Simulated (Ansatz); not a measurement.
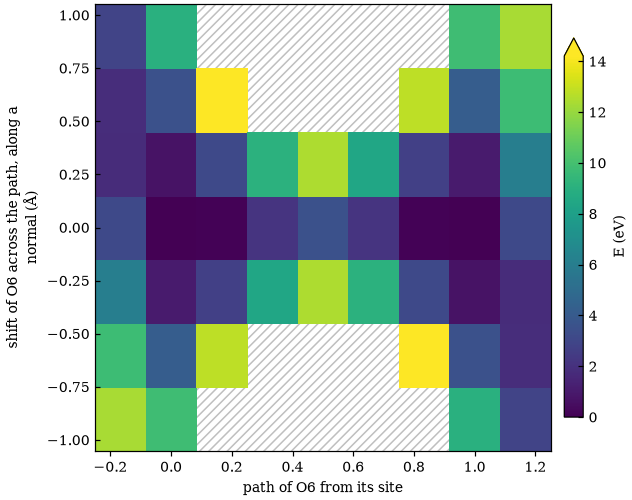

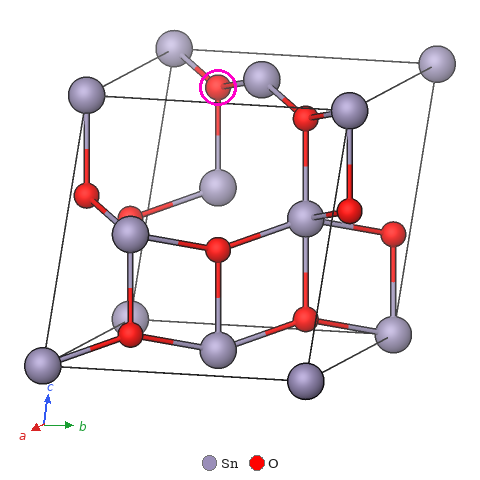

Energy landscape of SnO₂ (I4_1/amd phase) with one O vacancy (11 atoms in the cell, cell charge +2). An atom moved over a plane that holds its own site and a neighbouring vacancy (x along [1 0 1], y along [−1 0 1], z along [0 −1 0] of the conventional cell). Coordinates scanned: (1) path of O6 from its site (0) to the vacancy (1), 2.542 Å; (2) shift of O6 across the path, along a normal. Nothing is relaxed (all other atoms held at the sites of the perfect crystal). Grid: 9 × 7 points; 24 points were computed and 23 follow by symmetry. At 16 points there is no value (left out of the scan, as a rule where atoms come close). Points are written as (first, second). All energies are given in eV per cell relative to the lowest grid point. The lowest point has no gap; 33 points of the grid have one on the k-mesh. The cell is charged on a uniform background, without a charge correction. Computed with Ansatz, DFT LDA, scalar-relativistic, plane waves, PAW. Settings: cutoff 420 eV, k-mesh 6×4×6, gaussian smearing 0.05 eV, no spin polarisation.

The picture shows one coloured cell a grid point, one colour for all values above the top of the scale, hatched blanks where no value was computed. The second picture is the structure at the lowest point; rings mark the moved atoms.

**Where are the lowest and the highest points?**

The lowest grid point is at (0.000, 0.0 Å) [nearest 3 Sn at 2.05 Å]. The same energy is found at (1.000, 0.0 Å) [nearest 3 Sn at 2.05 Å]. The highest grid point, (0.167, 0.6 Å) [nearest 1 Sn at 1.31 Å], lies 14.2 eV above the lowest.

The values on the grid:

| second ↓, first → | −0.167 | 0.000 | 0.167 | 0.333 | 0.500 | 0.667 | 0.833 | 1.000 | 1.167 |
| --- | --- | --- | --- | --- | --- | --- | --- | --- | --- |
| 0.9 | 2.9 | 9.0 | – | – | – | – | – | 9.8 | 12.4 |
| 0.6 | 1.8 | 3.5 | 14.2 | – | – | – | 12.8 | 4.1 | 9.7 |
| 0.3 | 1.8 | 0.7 | 3.2 | 9.1 | 12.5 | 8.4 | 2.7 | 1.0 | 6.0 |
| 0.0 | 3.1 | 0.0 | 0.1 | 2.1 | 3.5 | 2.1 | 0.1 | 0.0 | 3.1 |
| −0.3 | 6.0 | 1.0 | 2.7 | 8.4 | 12.5 | 9.1 | 3.2 | 0.7 | 1.8 |
| −0.6 | 9.7 | 4.1 | 12.8 | – | – | – | 14.2 | 3.5 | 1.8 |
| −0.9 | 12.4 | 9.8 | – | – | – | – | – | 9.0 | 2.9 |

The whole map (24 points run) took 15 min on 4 threads of Arm Neoverse V1 (shared host).

PAW datasets: the set soft_1.
